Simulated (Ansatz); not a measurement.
# Electron scattering at the Σ5 (210) boundary in bcc Ta with Cu (substitutional), part 2 of 2

Aim: the relaxed structure and the specific resistance of the Σ5 (210) boundary in bcc Ta with Cu (substitutional).

Ansatz 0.2.0; Ansatz plane-wave DFT, PBE, PAW files; relaxation of a bicrystal slab with its lowest layers held; PAW set soft_1 (the session's first sound run).

So far. Step 2 (Relaxing the bicrystal): The largest force component on a free atom ends at 0.027 eV/Å, under the tolerance of 0.03, after 11 steps.

**3. Transmission across the boundary**

This step: Ansatz plane-wave DFT, PBE, PAW files; ballistic transport by layer matching (Landauer), zero bias; boundary relaxed in a short slab, bulk layers laid on; PAW set soft_1 (Ansatz 0.2.0).

System of this step: Σ5 (210) boundary in bcc Ta with Cu (substitutional). The cell holds 57 atoms: 56 Ta and 1 Cu. Its edges and angles: a = 7.385 Å, b = 3.303 Å, c = 49.363 Å, α = 90.0°, β = 90.0°, γ = 90.0°. It derives from Ta. Regions: lower grain, 24 atoms (24 Ta); boundary, 14 atoms (13 Ta and 1 Cu); upper grain, 19 atoms (19 Ta). Vacuum lies along c.

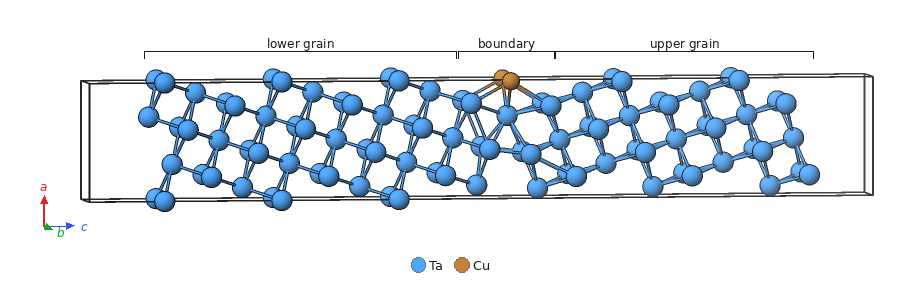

The cell of this step (tantalum blue, copper orange). Some periodic images of atoms are drawn too.

Input file input.yaml:

```yaml
crystal:
  lattice:
    - [7.3847486598, 0.0, 0.0]
    - [0.0, 3.30256, 0.0]
    - [0.0, 0.0, 49.3625103137]
  atoms:
    - { symbol: Ta, position: [-9.2999999999, -15.5, 0.081033156] }
    - { symbol: Ta, position: [-8.9999999999, -15.0, 0.0959933933] }
    - { symbol: Ta, position: [-8.6999999999, -14.5, 0.1109536305] }
    - { symbol: Ta, position: [-8.3999999999, -14.0, 0.1259138678] }
    - { symbol: Ta, position: [-8.0999999999, -13.5, 0.1408741051] }
    - { symbol: Ta, position: [-7.7999999999, -13.0, 0.1558343423] }
    - { symbol: Ta, position: [-7.4999999999, -12.5, 0.1707945796] }
    - { symbol: Ta, position: [-7.1999999999, -12.0, 0.1857548168] }
    - { symbol: Ta, position: [-6.8999999999, -11.5, 0.2007150541] }
    - { symbol: Ta, position: [-6.5999999999, -11.0, 0.2156752914] }
    - { symbol: Ta, position: [-6.2999999999, -10.5, 0.2306355286] }
    - { symbol: Ta, position: [-5.9999999999, -10.0, 0.2455957659] }
    - { symbol: Ta, position: [-5.6999999999, -9.5, 0.2605560031] }
    - { symbol: Ta, position: [-5.3999999999, -9.0, 0.2755162404] }
    - { symbol: Ta, position: [-5.0999999999, -8.5, 0.2904764777] }
    - { symbol: Ta, position: [-4.8, -8.0, 0.3054367149] }
    - { symbol: Ta, position: [-4.5, -7.5, 0.3203969522] }
    - { symbol: Ta, position: [-4.2, -7.0, 0.3353571894] }
    - { symbol: Ta, position: [-3.9, -6.5, 0.3503174267] }
    - { symbol: Ta, position: [-3.6, -6.0, 0.3652776639] }
    - { symbol: Ta, position: [-3.3, -5.5, 0.3802379012] }
    - { symbol: Ta, position: [-3.0, -5.0, 0.3951981385] }
    - { symbol: Ta, position: [-2.7, -4.5, 0.4101583757] }
    - { symbol: Ta, position: [-2.4, -4.0, 0.425118613] }
    - { symbol: Ta, position: [0.9, 0.5, 0.4400788502] }
    - { symbol: Ta, position: [0.1973285253, 0.0, 0.4545204333] }
    - { symbol: Ta, position: [0.5030797186, 0.5, 0.4690491905] }
    - { symbol: Ta, position: [0.8047941115, 0.0, 0.4872750686] }
    - { symbol: Ta, position: [0.1034989517, 0.5, 0.4996701333] }
    - { symbol: Ta, position: [0.4153791248, 0.0, 0.5108379262] }
    - { symbol: Ta, position: [0.6878488335, 0.5, 0.5384429313] }
    - { symbol: Cu, position: [-0.011689271, 0.0, 0.5379044873] }
    - { symbol: Ta, position: [0.369724069, 0.0, 0.5633786488] }
    - { symbol: Ta, position: [0.0733360611, 0.5, 0.5772788137] }
    - { symbol: Ta, position: [0.777267284, 0.0, 0.5888555911] }
    - { symbol: Ta, position: [0.4809459306, 0.5, 0.6056507338] }
    - { symbol: Ta, position: [0.1800816095, 0.0, 0.6213788682] }
    - { symbol: Ta, position: [0.8770632892, 0.5, 0.6347223361] }
    - { symbol: Ta, position: [-2.4229367108, -4.0, 0.6496825733] }
    - { symbol: Ta, position: [-2.7229367108, -4.5, 0.6646428106] }
    - { symbol: Ta, position: [-3.0229367108, -5.0, 0.6796030478] }
    - { symbol: Ta, position: [-3.3229367108, -5.5, 0.6945632851] }
    - { symbol: Ta, position: [-3.6229367108, -6.0, 0.7095235223] }
    - { symbol: Ta, position: [-3.9229367108, -6.5, 0.7244837596] }
    - { symbol: Ta, position: [-4.2229367108, -7.0, 0.7394439969] }
    - { symbol: Ta, position: [-4.5229367108, -7.5, 0.7544042341] }
    - { symbol: Ta, position: [-4.8229367108, -8.0, 0.7693644714] }
    - { symbol: Ta, position: [-5.1229367108, -8.5, 0.7843247086] }
    - { symbol: Ta, position: [-5.4229367108, -9.0, 0.7992849459] }
    - { symbol: Ta, position: [-5.7229367108, -9.5, 0.8142451832] }
    - { symbol: Ta, position: [-6.0229367107, -10.0, 0.8292054204] }
    - { symbol: Ta, position: [-6.3229367107, -10.5, 0.8441656577] }
    - { symbol: Ta, position: [-6.6229367107, -11.0, 0.8591258949] }
    - { symbol: Ta, position: [-6.9229367107, -11.5, 0.8740861322] }
    - { symbol: Ta, position: [-7.2229367107, -12.0, 0.8890463695] }
    - { symbol: Ta, position: [-7.5229367107, -12.5, 0.9040066067] }
    - { symbol: Ta, position: [-7.8229367107, -13.0, 0.918966844] }
kpoints:
  mp_grid: { grid: [4, 8, 1] }
hamiltonian:
  xc: pbe
  pseudopotentials: { kind: paw, azcp: { folder: soft_1 } }
scf:
  occupations: { method: fermi_dirac, width: 0.1 }
output:
  transmission:
    leads: [[13, 14], [46, 47]]
    kmesh: [10, 20]
    e_range: [-0.1, 0.1]
    de: 0.05
  write_potential: true
  write_density: true
  volumetric_format: npy
  elf: true
```

The run is started by

```console
$ ansatz run input.yaml --threads 4 --pin off --max-ram 15360MiB --backend cpu --events-out ev --progress --plain --runs-dir out
```

Numbers of over 12 decimals in the logs are rounded to 6 here.

What it wrote:

```text
[...]
Crystal: 57 atoms, lattice volume = 1203.881 Å³
Basis set: ecut = 420 eV, 23731 PW (Γ)
Bands: 449, of which v1, the nominal top of the filled ones, is band 374 counted from 1 (373 counted from 0)
Symmetry: 2 space group operations
[...]
k-points: 15 of 32 (time reversal used)
[...]
SCF iter   1: F=—  HF=-562909.846908 eV  |F-HF|=—  |Δ(HF+E_count)|=         —  Δρ=2.23e-1  dr2=1.87e3  ethr=3.10e-3  ⟨swp⟩=8.7  Hψ=27045  notcnv=0  defer=100
[...]
SCF iter  14: F=-562877.125775 eV  HF=-562877.125775 eV  |F-HF|=5.53e-8  |Δ(HF+E_count)|=   1.04e-7  Δρ=2.95e-6  dr2=7.33e-8  ethr=1.34e-11  ⟨swp⟩=21.9  Hψ=27754  notcnv=0
SCF 1 converged in 14 iterations: F = -562877.125775 eV  dr2 = 7.33e-8
[...]
transmission: 422 of 4158 steps passed
transmission: 832 of 4158 steps passed
[...]
transmission: 4158 of 4158 steps passed
WARN: The input density's exchange-correlation potential varies sharply where the density is thin. Do not read a vacuum level from v_tot or v_xc, or from such a field of the output density. On a cell that repeats whose density bears no net charge and no dipole along the vacuum's axis use v_es (v_loc + v_h of the components); under efield.dipole_correction with no amplitude use v_es + v_field, which holds any external [...]
SCF converged after 14 iterations
Free energy (F): -562877.125775 eV
[...]
Internal energy: -562874.742168 eV  (E = F + TS)
E sigma→0 (E₀):  -562875.933971 eV
Entropy (-TS):   -2.383606 eV (-41.818 meV/atom)
Fermi energy:    15.184686 eV
[...]
--- Band table (eV; the first three rows and the last of 15) ---
  k-point 0: bands = [... 370 lower, 15.4817, 15.4864, 15.5154, 15.6032, 15.6121, 15.6139, 15.6220, 15.6599, ... 71 higher]
  k-point 1: bands = [... 370 lower, 15.2087, 15.2216, 15.2457, 15.2867, 15.3014, 15.3249, 15.3653, 15.3695, ... 71 higher]
  k-point 2: bands = [... 370 lower, 14.7029, 14.7209, 14.7366, 14.7564, 14.7702, 14.7894, 14.8037, 14.8279, ... 71 higher]
  k-point 14: bands = [... 370 lower, 14.9314, 14.9615, 14.9757, 14.9800, 14.9827, 14.9979, 15.0015, 15.0041, ... 71 higher]
--- Transmission ---
  basis      : 219 plane waves across, 63 finite elements along
  points     : 66, standing for a mesh of 10 x 20
  energies   : 5 from -0.100000 to 0.100000 eV about the Fermi level, 0.050000 eV apart; the leads are filled to 0.000000 eV, and channels, transmission and decay are at 0.000000 eV
  crystal 0  : Ta3, at the sites [13, 14], period 2.2154 Å, over 18.46 Å; its Hamiltonian steps by up to 9.2 meV
    offset         : up to 0.0000 Å between an atom of the period and one for which it stands
    channels       : 5.525000e0 a spin
    conductance    : none, the energies end too early or step too widely for 300 K: set another output.transmission.e_range or a lower de, or, where they end at an eighth of basis.ecutwfc, a higher one
[...]
channels       : 5.525000e0 a spin
[...]
junction   : crystal 0 to crystal 1, 12.90 to 36.46 Å
    transmission   : 2.242943e0 a spin
[...]
```

It took 28 min on 4 threads of Arm Neoverse V1, shared host; peak memory 11 GiB; 1.8 h of CPU time.

Numbers from this step:

* free energy: -562877.1258 eV
* energy at zero smearing: -562875.9340 eV
* Fermi energy: 15.18 eV
* cell area: 24.39 Å²
* transmission per spin nearest the Fermi level: 2.243
* open channels per spin nearest the Fermi level: 5.525
* open channels per spin, upper lead: 5.525
* step of the lead's potential: 9.2 meV
* step of the upper lead's potential: 9.7 meV

Per spin. Table of transmission, zone mean by energy, zero at the Fermi level:

```
energy (eV)  transmission, zone mean
    -0.1000                     2.38
    -0.0500                     2.30
     0.0000                     2.24
     0.0500                     2.15
     0.1000                     2.09
```

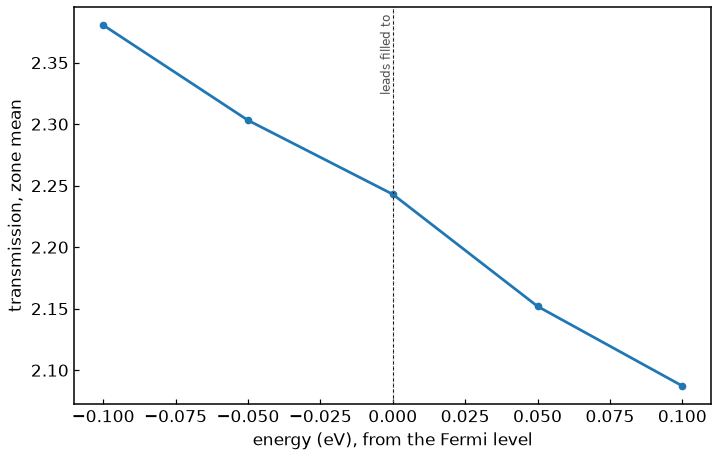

Transmission, zone mean, plotted against energy.

Per spin. Open channels, zone mean against energy, zero at the Fermi level:

```
energy (eV)  lead  upper lead
    -0.1000  6.09        6.09
    -0.0500  5.67        5.70
     0.0000  5.53        5.53
     0.0500  5.28        5.28
     0.1000  5.04        5.07
```

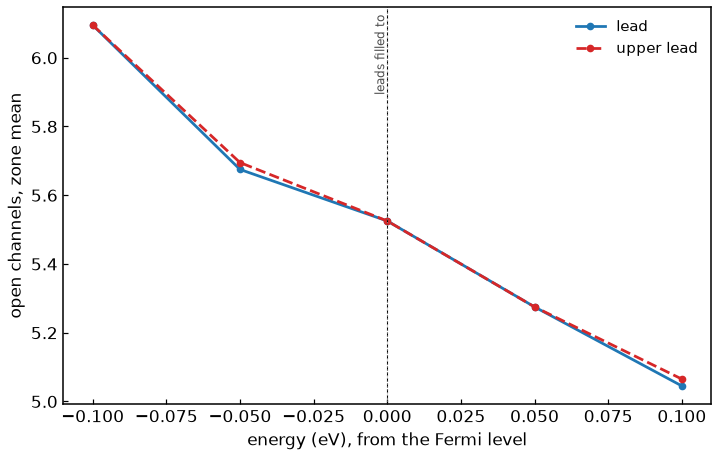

Open channels, zone mean, plotted against energy.

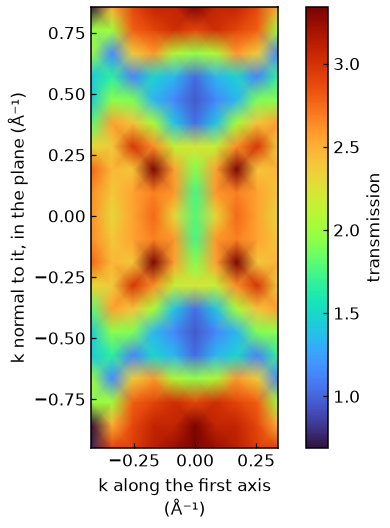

Transmission over k1 and k2. At 0.0000 eV from the Fermi level.

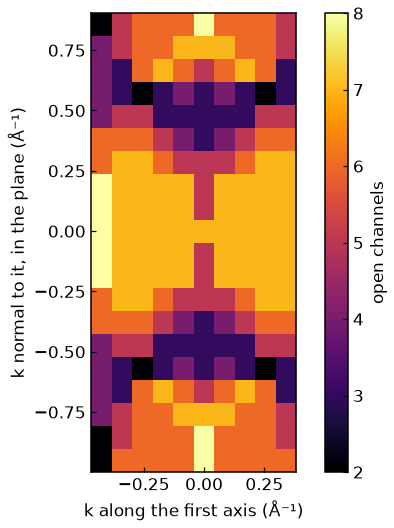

Open channels over k1 and k2. At 0.0000 eV from the Fermi level.

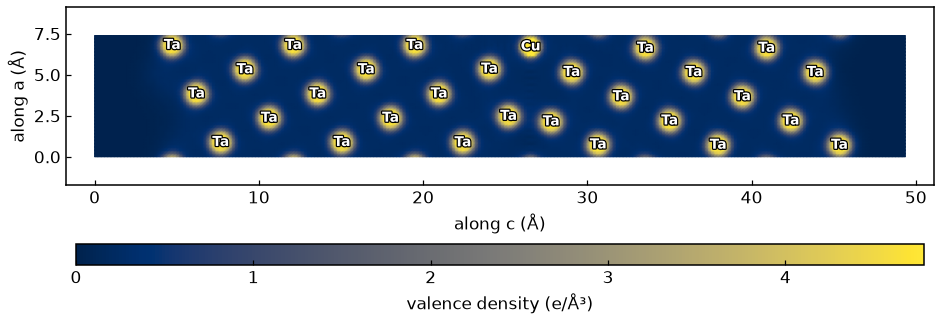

Valence density in the ca plane at fractional y = 0.000, with atoms of Ta and Cu within 0.2 Å of it. It is the smooth field of the valence electrons, not physical close to the nuclei. The map starts off the cell's origin, so that atoms lie inside it.

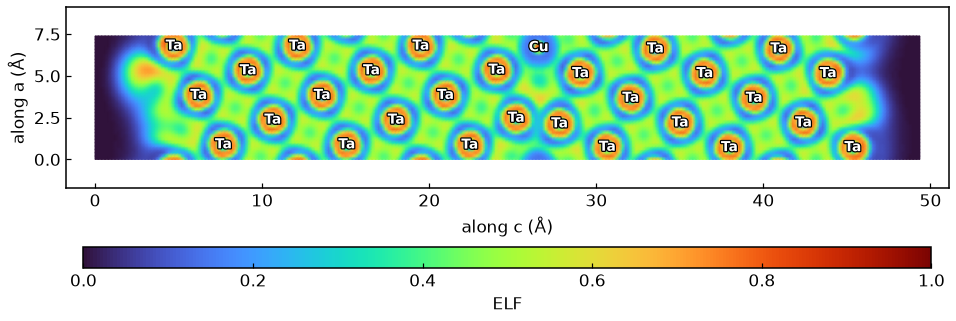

ELF in the ca plane at fractional y = 0.000, with atoms of Ta and Cu within 0.2 Å of it. It is the smooth field of the valence electrons, not physical close to the nuclei. The map starts off the cell's origin, so that atoms lie inside it.

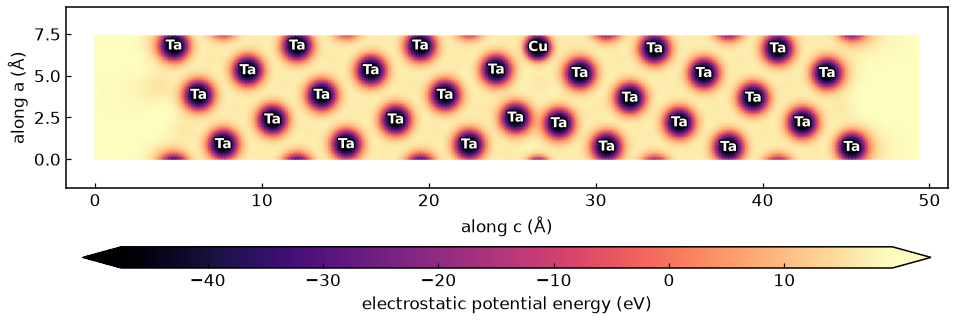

Electrostatic potential energy in the ca plane at fractional y = 0.000, with atoms of Ta and Cu within 0.2 Å of it. With pseudopotentials it is smooth inside the atoms' cores, unlike the true potential. The map starts off the cell's origin, so that atoms lie inside it.

Over the solved energies the transmission per spin lies between 2.09 and 2.38, out of 5.52 channels of the lead on average (up to 6.09).

**4. Specific resistance**

This step: Ansatz plane-wave DFT, PBE, PAW files; ballistic transport by layer matching (Landauer), zero bias; specific resistance of the boundary; PAW set soft_1 (Ansatz 0.2.0).

This step gave:

```
area resistance                      : 0.8400 fΩ m²
T over the leads' mean channel count : 0.4040
```

Averaged over the energies near the Fermi level, 40.4 % of the channels pass, which makes 0.840 fΩ m².

By hand, with T and the leads' channels N averaged over the energies near the Fermi level: RA = A (h/2e²)(1/T − ½[1/N₁ + 1/N₂]) = 24.39×10⁻²⁰ m² × 12 906 Ω × (1/2.233 − ½[1/5.523 + 1/5.531]) = 0.840 fΩ m².

**5. Summary of results**

```yaml
specific_resistance_of_the_boundary: 0.840 fΩ m²
share_of_channels_that_pass: 0.404
```

**Reading.** The boundary has a specific resistance of 0.84 fΩ m². The boundary reflects 60 % of the channels; 0.84 fΩ m² is 8.4×10⁻¹² Ω·cm². That equals the resistance of 6.2 nm of bulk Ta at 300 K (measured 13.5 µΩ cm, CRC Handbook of Chemistry and Physics, 84th ed., 2003, Electrical Resistivity of Pure Metals). One Cu in 24.4 Å² of boundary is a high coverage. Each plane of this narrow cell holds one atom, so the solute fills a whole plane. One starting structure was relaxed; another shift or atom count at the boundary may lie lower. Spin-orbit coupling is left out, which matters for Ta.

[Logs are printed without paths, hosts, clocks, repeated set-up lines and the standing remarks that a program may print on its own settings, such as how far it seeks lower states.]

[Hosts, paths, dates, database ids (printed as entryN), source tags and the programs' standing remarks are cut or masked in the printed files.]
